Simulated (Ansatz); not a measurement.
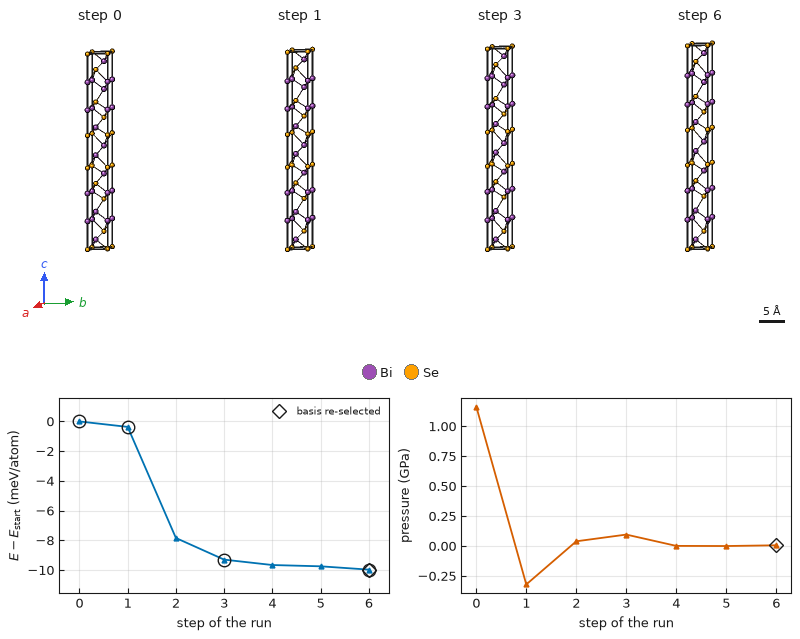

Frames of a relaxation of crystalline Bi4Se3 (built on the database_166 type) (coarse preliminary run), marked on the history of the run. Style: ball-and-stick. Shown: the conventional cell (3 times the calculation's cell), slightly off an axis. Lengths and directions refer to the drawn axes.

Case: structure reported for this formula (R-3m, No. 166).

Theory: DFT r2SCAN, scalar-relativistic, plane waves, PAW (Ansatz).

Input
```yaml
crystal:
  lattice:
    - [2.1350003304, 1.2326430154, 13.33333]
    - [-2.1350003304, 1.2326430154, 13.33333]
    - [0.0, -2.4652860309, 13.33333]
  atoms:
    - { symbol: Bi, position: [0.1445, 0.1445, 0.1445] }
    - { symbol: Bi, position: [0.8555, 0.8555, 0.8555] }
    - { symbol: Bi, position: [0.287, 0.287, 0.287] }
    - { symbol: Bi, position: [0.713, 0.713, 0.713] }
    - { symbol: Se, position: [0.417, 0.417, 0.417] }
    - { symbol: Se, position: [0.583, 0.583, 0.583] }
    - { symbol: Se, position: [0.0, 0.0, 0.0] }
basis:
  ecutwfc: 500
kpoints:
  mp_grid: { grid: [6, 6, 6] }
hamiltonian:
  xc: r2scan
scf:
  occupations: { method: gaussian, width: 0.1 }
  lower_state_search: "off"
output:
  forces: true
  stress: true
  eigenvalues: true
relax:
  adjacent_minimum: "off"
  f_tol: 0.04
  max_steps: 70
  cell: { stress_tol: 0.4 }
```

Command:
```bash
ansatz run input.yaml --threads 4 --pin off --max-ram 10240MiB --backend cpu --events-out ev --progress --plain --runs-dir out
```

What happens along the run?

After 5 accepted moves (6 points after the start) the energy has fallen by 10.0 meV per atom. The largest force component goes from 0.47 to 0.0036 eV/Å. Pressure: 1.16 GPa at the start and 0.01 GPa at the end. At 1 point the geometry stayed and the basis and grid were re-selected for the new cell (energy shift of 0.2 meV per atom at most each time). The largest moves relative to the cell, 0.12 Å, are those of Se5 and Se6. Se5 goes along −c. Largest moves by element: Se 0.12 Å, Bi 0.07 Å. The drawn cell changes as follows: a = b 4.270 → 4.287 Å (+0.4 %), c 40.000 → 41.672 Å (+4.2 %); the volume changes by +5.0 %. Near-neighbour distances that change, for instance: Bi1–Se5 3.464 → 3.679 Å, Bi1–Bi2 3.037 → 3.009 Å, Bi3–Se7 3.084 → 3.103 Å, Bi3–Se6 2.882 → 2.893 Å. The space group stays R-3m (No. 166). Cost: 51 s on 4 threads of Intel(R) Xeon(R) 6975P-C (Granite Rapids), with other jobs on the host, peak memory 1.4 GiB. From step 0 to 1: Bi atoms move most (0.10 Å), volume +4.2 %, energy −0.4 meV per atom. From step 1 to 3: Se atoms move most (0.09 Å), energy −8.9 meV per atom. From step 3 to 6: Se atoms move most (0.03 Å), volume +0.9 %, energy −0.7 meV per atom.

| step | E − E(0), meV/atom | largest force component, eV/Å | pressure, GPa | volume, Å³/atom | note |
| --- | --- | --- | --- | --- | --- |
| 0 | 0.00 | 0.4652 | 1.16 | 30.076 |  |
| 1 | -0.37 | 0.6223 | -0.32 | 31.342 |  |
| 2 | -7.84 | 0.0804 | 0.04 | 31.069 |  |
| 3 | -9.29 | 0.0218 | 0.10 | 31.311 |  |
| 4 | -9.65 | 0.0469 | 0.00 | 31.513 |  |
| 5 | -9.74 | 0.0034 | 0.00 | 31.582 |  |
| 6 | -9.96 | 0.0036 | 0.01 | 31.582 | same geometry, new basis |
